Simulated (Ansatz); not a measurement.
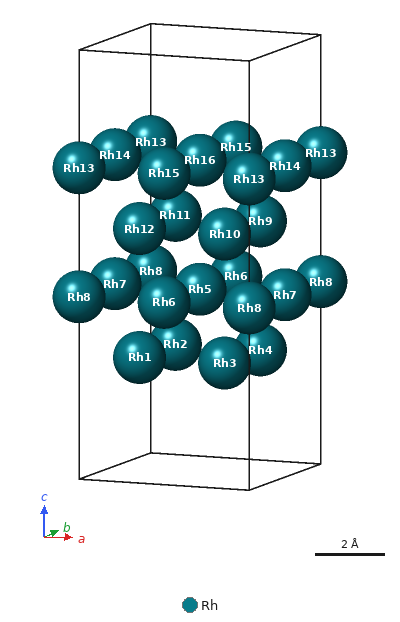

**Figure 1.** The structure as given in the input (spheres-only view of the cell of the calculation, with the vacuum cut short, seen slightly off an axis; atoms are numbered from 1 in the order of the input). An atom can appear more than once, as a periodic image.

# Geometry relaxation of Rh (part 1 of 3)

System: Rh (slab, 16 atoms in the cell).
Method: DFT PBE, scalar-relativistic, plane waves, PAW, no spin polarisation (Ansatz 0.2.0).

The structure derives from an entry of the Crystallography Open Database. The input holds or restrains some coordinates. Forces given for the steps count only the free coordinates. Figures and captions count atoms from 1; the log counts them from 0 in places.

## The input
```yaml
crystal:
  lattice:
    - [5.4164069181, 0.0, 0.0]
    - [0.0, 5.4164069181, 0.0]
    - [0.0, 0.0, 22.7449670922]
  atoms:
    - { symbol: Rh, position: [0.25, 0.25, 0.3737090481] }
    - { symbol: Rh, position: [0.25, 0.75, 0.3737090481] }
    - { symbol: Rh, position: [0.75, 0.25, 0.3737090481] }
    - { symbol: Rh, position: [0.75, 0.75, 0.3737090481] }
    - { symbol: Rh, position: [0.5, 0.5, 0.457903016] }
    - { symbol: Rh, position: [0.5, 0.0, 0.457903016] }
    - { symbol: Rh, position: [0.0, 0.5, 0.457903016] }
    - { symbol: Rh, position: [0.0, 0.0, 0.457903016] }
    - { symbol: Rh, position: [0.75, 0.75, 0.542096984] }
    - { symbol: Rh, position: [0.75, 0.25, 0.542096984] }
    - { symbol: Rh, position: [0.25, 0.75, 0.542096984] }
    - { symbol: Rh, position: [0.25, 0.25, 0.542096984] }
    - { symbol: Rh, position: [0.0, 0.0, 0.6262909519] }
    - { symbol: Rh, position: [0.0, 0.5, 0.6262909519] }
    - { symbol: Rh, position: [0.5, 0.0, 0.6262909519] }
    - { symbol: Rh, position: [0.5, 0.5, 0.6262909519] }
basis:
  ecutwfc: 420
kpoints:
  mp_grid: { grid: [6, 6, 1] }
hamiltonian:
  xc: pbe
scf:
  occupations: { method: gaussian, width: 0.1 }
output:
  forces: true
  eigenvalues: true
  write_density: true
  write_potential: true
  elf: true
  volumetric_format: npy
relax:
  adjacent_minimum: "off"
  f_tol: 0.03
  max_steps: 70
  constraints: [{ sites: [0, 1, 2, 3, 4, 5, 6, 7] }]
efield:
  axis: 3
  dipole_correction: true
```

Hardware: 4 threads of Intel Xeon (Sapphire Rapids), 64 GiB of memory available, shared host.

Launched with:
```bash
ansatz run input.yaml --threads 4 --pin off --max-ram 10240MiB --backend cpu --events-out ev --progress --plain --runs-dir out
```

## Log
```
Engine: ansatz 0.2.0, x86_64-unknown-linux-gnu
Pseudopotentials: kind: paw
Pseudopotential: Rh, paw, valence charge 17, recommended cutoff 420 eV (normal), Rh.paw.azcp
Functional definition: PBE
  parameter kappa = 0.804
  parameter beta = 0.06672455060314922
  exchange = pbe_x(kappa = kappa, mu = beta*pi^2/3)
  correlation = pbe_c(beta = beta)
Crystal: 16 atoms, lattice volume = 667.280 Å³
Basis set: ecut = 420 eV, 12969 PW (Γ), exchange–correlation on 80×80×320 points (8 copies of the dense FFT grid, shifted against one another)
Bands: 164, of which v1, the nominal top of the filled ones, is band 136 counted from 1 (135 counted from 0)
Symmetry: 32 space group operations
k-points: 10 of 36
Non-local potential: Rh, projectors of the file, l = 0: 3, l = 1: 2, l = 2: 2, l = 3: 1
PAW form: soft (Blöchl's): semilocal exchange-correlation on the pseudo side does not see the compensation charge
PAW one-centre angular grid: Rh, 590 points (default); XC on 64 Gauss nodes
Initial density: superposition of atomic densities (neutral atoms: chi_scale 0, normalization atom), corrected by the library's trained network
Initial wavefunctions: pseudopotential atomic-orbital guess
Functional: x = pbe(κ = 0.804, μ = 0.2195149727645171), c = pbe(β = 0.06672455060314922)
SCF iter   1: F=—  HF=-102437.125100 eV  |F-HF|=—  |Δ(HF+E_count)|=         —  Δρ=5.31e-3  dr2=6.16e-1  ethr=1.77e-3  p=0.000 e·Å  D=1.15e-13 V/Å  ΔV_dip=-0.00 eV  dr2_dipole=6.21e-7  V_vac-E_F(+/−)=4.75/4.75 eV  ⟨swp⟩=7.5  Hψ=6754  notcnv=0  defer=39
efield: sawtooth ramp at fractional position 0.9500 (placed from the atoms, in the widest stretch of the axis that holds none; the zero of the levels goes with the place), width 0.1000; the density the first Hamiltonian is built on has a dipole p = 0.000 e·Å; the dipole correction subtracts the counter field D = 1.15e-13 V/Å, which shifts the + side's vacuum level by -0.00 eV against the − side's; the planar-averaged density in the ramp window peaks in size at 1.8e-5 e/Å³
preconditioner: auto → LDOS  [metal: Δε(μ)=0.026 eV  Ē_g=5.038 eV  σ=0.100 eV  W_gap=0.15  n_scr=140 (ndim 8)  ℏωp=17.2 eV  f_vac=0.595  D(μ)=35.60/eV (n_scr^D=346)  β→1.0]
SCF iter   2: F=—  HF=-102437.129969 eV  |F-HF|=—  |Δ(HF+E_count)|=   4.87e-3  Δρ=4.91e-3  dr2=1.50e-1  ethr=2.27e-4  p=0.000 e·Å  D=2.55e-6 V/Å  ΔV_dip=-0.00 eV  dr2_dipole=1.10e-7  V_vac-E_F(+/−)=5.12/5.12 eV  ⟨swp⟩=2.0  Hψ=2541  notcnv=0  defer=122
SCF iter   3: F=—  HF=-102437.111114 eV  |F-HF|=—  |Δ(HF+E_count)|=   1.89e-2  Δρ=1.02e-3  dr2=2.70e-2  ethr=5.50e-5  p=-0.000 e·Å  D=-2.13e-6 V/Å  ΔV_dip=0.00 eV  dr2_dipole=4.92e-8  V_vac-E_F(+/−)=5.03/5.03 eV  ⟨swp⟩=2.0  Hψ=2229  notcnv=0  defer=122
SCF iter   4: F=—  HF=-102437.110614 eV  |F-HF|=—  |Δ(HF+E_count)|=   5.00e-4  Δρ=3.92e-4  dr2=1.98e-3  ethr=9.92e-6  p=0.000 e·Å  D=1.07e-6 V/Å  ΔV_dip=-0.00 eV  dr2_dipole=1.32e-8  V_vac-E_F(+/−)=5.06/5.06 eV  ⟨swp⟩=2.0  Hψ=2066  notcnv=0  defer=122
SCF iter   5: F=—  HF=-102437.109895 eV  |F-HF|=—  |Δ(HF+E_count)|=   7.19e-4  Δρ=1.09e-4  dr2=2.41e-4  ethr=7.28e-7  p=0.000 e·Å  D=2.44e-7 V/Å  ΔV_dip=-0.00 eV  dr2_dipole=5.57e-9  V_vac-E_F(+/−)=5.07/5.07 eV  ⟨swp⟩=2.0  Hψ=2207  notcnv=0  defer=122
SCF iter   6: F=-102437.109965 eV  HF=-102437.109955 eV  |F-HF|=9.65e-6  |Δ(HF+E_count)|=   6.01e-5  Δρ=3.14e-5  dr2=8.78e-6  ethr=8.27e-9  p=0.000 e·Å  D=1.18e-7 V/Å  ΔV_dip=-0.00 eV  dr2_dipole=2.42e-9  V_vac-E_F(+/−)=5.07/5.07 eV  ⟨swp⟩=22.3  Hψ=17536  notcnv=0
SCF 1 converged in 6 iterations: F = -102437.109965 eV  dr2 = 8.78e-6
  greatest PAW one-centre occupation: 1.000 electrons in one spin orbital (limit 2), on the Rh atom at site 11 (counted from 0), in its partial waves of l = 0
relax step   1: F+E_penalty+E_count = -102437.10996486 eV  Δ(F+E_penalty+E_count) = +0.000e0 eV  max|allowed force component| = 4.676e-1 eV/Å  Δτ_max = 0.0000 Å  (6 SCF iters, dr2 threshold 2.25e-5 eV, accepted)
Initial density: handed on by an earlier stage of this run
Initial wavefunctions: those handed on with the density
iter 1 solved again at ethr=2.16e-3 eV; its pass at ethr=3.10e-3 eV (dr2=5.87e0 eV) is discarded
SCF iter   1: F=—  HF=-102437.246122 eV  |F-HF|=—  |Δ(HF+E_count)|=         —  Δρ=1.17e-2  dr2=5.44e0  ethr=2.16e-3  p=-0.000 e·Å  D=-2.12e-6 V/Å  ΔV_dip=0.00 eV  dr2_dipole=1.65e0  V_vac-E_F(+/−)=5.04/5.04 eV  ⟨swp⟩=1.2  Hψ=5247  notcnv=0  defer=124
efield: sawtooth ramp at fractional position 0.9500 (handed on by an earlier solve), width 0.1000; the density the first Hamiltonian is built on has a dipole p = -0.000 e·Å; the dipole correction subtracts the counter field D = -2.12e-6 V/Å, which shifts the + side's vacuum level by +0.00 eV against the − side's; the planar-averaged density in the ramp window peaks in size at 4.5e-6 e/Å³
preconditioner: auto → LDOS  [metal: Δε(μ)=0.006 eV  Ē_g=5.189 eV  σ=0.100 eV  W_gap=0.03  n_scr=140 (ndim 8)  ℏωp=17.2 eV  f_vac=0.601  D(μ)=35.70/eV (n_scr^D=346)  β→1.0]
SCF iter   2: F=—  HF=-102437.181520 eV  |F-HF|=—  |Δ(HF+E_count)|=   6.46e-2  Δρ=4.57e-3  dr2=5.07e-1  ethr=2.00e-3  p=-0.004 e·Å  D=-1.06e-3 V/Å  ΔV_dip=0.02 eV  dr2_dipole=1.62e-1  V_vac-E_F(+/−)=5.11/5.09 eV  ⟨swp⟩=2.0  Hψ=1599  notcnv=0  defer=124
SCF iter   3: F=—  HF=-102437.161873 eV  |F-HF|=—  |Δ(HF+E_count)|=   1.96e-2  Δρ=2.77e-3  dr2=4.60e-2  ethr=1.86e-4  p=0.009 e·Å  D=2.32e-3 V/Å  ΔV_dip=-0.05 eV  dr2_dipole=2.48e-4  V_vac-E_F(+/−)=5.02/5.07 eV  ⟨swp⟩=2.1  Hψ=2373  notcnv=0  defer=127
SCF iter   4: F=—  HF=-102437.154425 eV  |F-HF|=—  |Δ(HF+E_count)|=   7.45e-3  Δρ=6.12e-4  dr2=6.07e-3  ethr=1.69e-5  p=0.001 e·Å  D=1.80e-4 V/Å  ΔV_dip=-0.00 eV  dr2_dipole=6.68e-4  V_vac-E_F(+/−)=5.07/5.08 eV  ⟨swp⟩=2.3  Hψ=2385  notcnv=0  defer=127
SCF iter   5: F=—  HF=-102437.153780 eV  |F-HF|=—  |Δ(HF+E_count)|=   6.45e-4  Δρ=3.38e-4  dr2=1.61e-3  ethr=2.23e-6  p=-0.000 e·Å  D=-2.45e-5 V/Å  ΔV_dip=0.00 eV  dr2_dipole=1.46e-4  V_vac-E_F(+/−)=5.07/5.07 eV  ⟨swp⟩=2.1  Hψ=2329  notcnv=0  defer=128
SCF iter   6: F=—  HF=-102437.153931 eV  |F-HF|=—  |Δ(HF+E_count)|=   1.52e-4  Δρ=1.47e-4  dr2=2.80e-4  ethr=5.93e-7  p=-0.001 e·Å  D=-1.82e-4 V/Å  ΔV_dip=0.00 eV  dr2_dipole=1.19e-5  V_vac-E_F(+/−)=5.07/5.07 eV  ⟨swp⟩=1.2  Hψ=1602  notcnv=0  defer=128
SCF iter   7: F=—  HF=-102437.153944 eV  |F-HF|=—  |Δ(HF+E_count)|=   1.26e-5  Δρ=4.68e-5  dr2=2.41e-5  ethr=1.03e-7  p=-0.001 e·Å  D=-3.16e-4 V/Å  ΔV_dip=0.01 eV  dr2_dipole=9.63e-7  V_vac-E_F(+/−)=5.08/5.07 eV  ⟨swp⟩=2.0  Hψ=2087  notcnv=0  defer=128
SCF iter   8: F=-102437.153955 eV  HF=-102437.153958 eV  |F-HF|=3.36e-6  |Δ(HF+E_count)|=   1.44e-5  Δρ=1.60e-5  dr2=4.70e-6  ethr=5.03e-9  p=-0.001 e·Å  D=-3.26e-4 V/Å  ΔV_dip=0.01 eV  dr2_dipole=8.07e-7  V_vac-E_F(+/−)=5.08/5.07 eV  ⟨swp⟩=22.1  Hψ=16115  notcnv=0
SCF 2 converged in 8 iterations: F = -102437.153955 eV  dr2 = 4.70e-6
relax step   2: F+E_penalty+E_count = -102437.15395494 eV  Δ(F+E_penalty+E_count) = -4.399e-2 eV  max|allowed force component| = 2.709e-1 eV/Å  Δτ_max = 0.1184 Å  (8 SCF iters, dr2 threshold 1.37e-5 eV, accepted)
iter 1 solved again at ethr=2.59e-4 eV; its pass at ethr=3.10e-3 eV (dr2=7.05e-1 eV) is discarded
SCF iter   1: F=—  HF=-102437.192344 eV  |F-HF|=—  |Δ(HF+E_count)|=         —  Δρ=4.48e-3  dr2=7.26e-1  ethr=2.59e-4  p=-0.001 e·Å  D=-3.25e-4 V/Å  ΔV_dip=0.01 eV  dr2_dipole=2.20e-1  V_vac-E_F(+/−)=5.09/5.08 eV  ⟨swp⟩=1.1  Hψ=4225  notcnv=0  defer=128
efield: sawtooth ramp at fractional position 0.9500 (handed on by an earlier solve), width 0.1000; the density the first Hamiltonian is built on has a dipole p = -0.001 e·Å; the dipole correction subtracts the counter field D = -3.25e-4 V/Å, which shifts the + side's vacuum level by +0.01 eV against the − side's; the planar-averaged density in the ramp window peaks in size at 3.6e-6 e/Å³
preconditioner: auto → LDOS  [metal: Δε(μ)=0.013 eV  Ē_g=5.162 eV  σ=0.100 eV  W_gap=0.07  n_scr=140 (ndim 8)  ℏωp=17.2 eV  f_vac=0.598  D(μ)=36.74/eV (n_scr^D=346)  β→1.0]
SCF iter   2: F=—  HF=-102437.182412 eV  |F-HF|=—  |Δ(HF+E_count)|=   9.93e-3  Δρ=1.91e-3  dr2=8.75e-2  ethr=2.59e-4  p=-0.001 e·Å  D=-1.39e-4 V/Å  ΔV_dip=0.00 eV  dr2_dipole=2.69e-2  V_vac-E_F(+/−)=5.07/5.06 eV  ⟨swp⟩=1.1  Hψ=1510  notcnv=0  defer=128
SCF iter   3: F=—  HF=-102437.179167 eV  |F-HF|=—  |Δ(HF+E_count)|=   3.25e-3  Δρ=1.10e-3  dr2=7.70e-3  ethr=3.22e-5  p=-0.005 e·Å  D=-1.23e-3 V/Å  ΔV_dip=0.03 eV  dr2_dipole=6.16e-5  V_vac-E_F(+/−)=5.10/5.07 eV  ⟨swp⟩=2.1  Hψ=2258  notcnv=0  defer=128
SCF iter   4: F=—  HF=-102437.177898 eV  |F-HF|=—  |Δ(HF+E_count)|=   1.27e-3  Δρ=2.58e-4  dr2=1.41e-3  ethr=2.83e-6  p=-0.001 e·Å  D=-3.11e-4 V/Å  ΔV_dip=0.01 eV  dr2_dipole=2.61e-4  V_vac-E_F(+/−)=5.08/5.07 eV  ⟨swp⟩=2.4  Hψ=2434  notcnv=0  defer=128
SCF iter   5: F=—  HF=-102437.177303 eV  |F-HF|=—  |Δ(HF+E_count)|=   5.95e-4  Δρ=1.42e-4  dr2=3.04e-4  ethr=5.17e-7  p=-0.001 e·Å  D=-2.55e-4 V/Å  ΔV_dip=0.01 eV  dr2_dipole=4.48e-5  V_vac-E_F(+/−)=5.08/5.07 eV  ⟨swp⟩=2.0  Hψ=2131  notcnv=0  defer=128
SCF iter   6: F=—  HF=-102437.177347 eV  |F-HF|=—  |Δ(HF+E_count)|=   4.36e-5  Δρ=5.04e-5  dr2=3.05e-5  ethr=1.12e-7  p=-0.001 e·Å  D=-2.00e-4 V/Å  ΔV_dip=0.00 eV  dr2_dipole=3.25e-9  V_vac-E_F(+/−)=5.08/5.07 eV  ⟨swp⟩=1.5  Hψ=1784  notcnv=0  defer=128
SCF iter   7: F=-102437.177351 eV  HF=-102437.177350 eV  |F-HF|=7.33e-7  |Δ(HF+E_count)|=   3.34e-6  Δρ=1.93e-5  dr2=4.16e-6  ethr=1.69e-9  p=-0.001 e·Å  D=-1.45e-4 V/Å  ΔV_dip=0.00 eV  dr2_dipole=1.25e-7  V_vac-E_F(+/−)=5.07/5.07 eV  ⟨swp⟩=21.4  Hψ=15816  notcnv=0
SCF 3 converged in 7 iterations: F = -102437.177351 eV  dr2 = 4.16e-6
relax step   3: F+E_penalty+E_count = -102437.17735111 eV  Δ(F+E_penalty+E_count) = -2.340e-2 eV  max|allowed force component| = 5.370e-3 eV/Å  Δτ_max = 0.0479 Å  (7 SCF iters, dr2 threshold 4.59e-6 eV, accepted)
iter 1 solved again at ethr=1.54e-9 eV; its pass at ethr=3.10e-3 eV (dr2=4.18e-6 eV) is discarded
```
